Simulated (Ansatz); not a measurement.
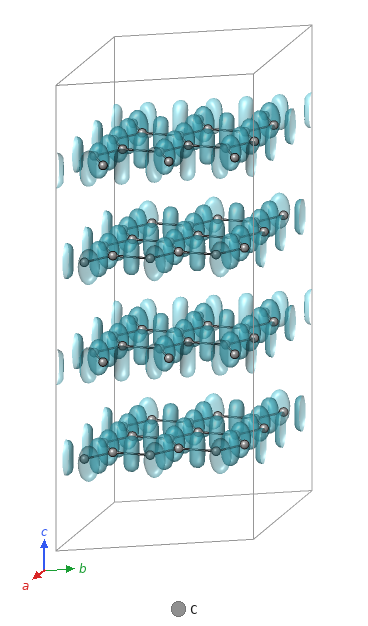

C (slab). Isosurface of the electron localisation function at 0.8 (cyan), seen slightly off an axis. Only the valence region is drawn (cores and ρ < 0.01 e/Å³ removed). Sticks mark near contacts.

Method: Ansatz, DFT PBEsol, scalar-relativistic, plane waves, PAW.

Describe the localisation domains.

Answer. The surface consists of twelve regions between bonded C–C atoms (shared pairs), counted in one cell of 8 atoms. Counts are for one cell; the picture repeats the cell along the surface. Profiles from the grid: C–C (1.42 Å): the ELF peaks at about 0.95 between the atoms: localised, covalent bonding.
